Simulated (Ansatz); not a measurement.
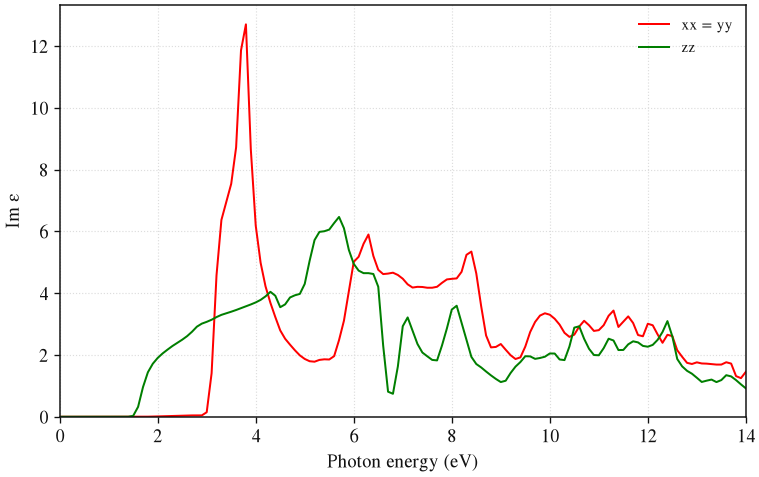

Imaginary part of the dielectric function from interband transitions, 18×18×4 mesh, 0.1 eV broadening.

System: GaO, space group P-6m2, 8 atoms in the cell; a = 3.10 Å, b = 3.10 Å, c = 14.66 Å, α = 90.00°, β = 90.00°, γ = 120.00°.

Level of theory: DFT PBE, scalar-relativistic, plane waves, PAW, no spin polarisation, 12×12×2 k mesh, Gaussian smearing of 0.01 eV; code Ansatz.

Question: Where does absorption set in?

Answer: The smallest direct gap is 1.61 eV; Im ε reaches a twentieth of its peak at about 1.9 eV.

Question: Does it absorb visible light at this level?

Answer: It absorbs visible light at this level: direct transitions start below the visible range, in the infrared (semilocal gaps are too small, so the true onset lies higher).

Question: What does the number of distinct curves say about the crystal?

Answer: Two diagonal components agree and the third differs: the response is uniaxial.

Independent particles: no excitons or local fields.
